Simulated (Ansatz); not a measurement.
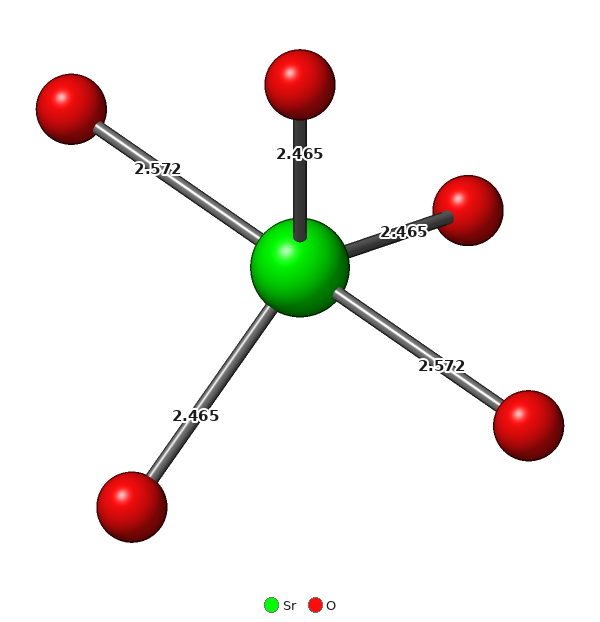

The surroundings of site Sr1 (at 0.333, 0.667, 0.750) in SrO (P6_3/mmc), with bond lengths in Å.

The cell is taken from the input geometry of an electronic-structure calculation (not necessarily at equilibrium); the starting structure was generated, so it need not be a known form of this composition.

```
CELL_PARAMETERS angstrom
4.27003 0.00000 0.00000
-2.13502 3.69796 0.00000
0.00000 0.00000 5.14445
ATOMIC_POSITIONS crystal
Sr 0.33333 0.66667 0.75000
Sr 0.66667 0.33333 0.25000
O 0.33333 0.66667 0.25000
O 0.66667 0.33333 0.75000
```

Bond valence s = exp((R0 − d)/b), R0 fitted to published crystal structures with b = 0.37 Å; R0 in Å: Sr2+–O 2.105.

Q: Calculate the bond-valence sum of Sr1 from the bonds drawn.

A: 3 × 0.378 + 2 × 0.283 = 1.70 v.u., against a formal valence of 2: underbonded (bonds long for this ion) by 0.30.

Q: And over the whole structure?

A:
```json
{"site": "Sr1", "x, y, z": "0.333, 0.667, 0.750", "formal valence": "+2", "bond-valence sum": "1.71", "difference": "-0.29"}
{"site": "O1", "x, y, z": "0.333, 0.667, 0.250", "formal valence": "−2", "bond-valence sum": "1.71", "difference": "-0.29"}
```

These sums include all anions within 5 Å. The global instability index (root mean square of the differences over all atoms) is 0.29 v.u.: above 0.2, which by the usual rule of thumb marks a strained structure. The cell was not relaxed for this table, and a volume that is off by a few per cent shifts all sums together.
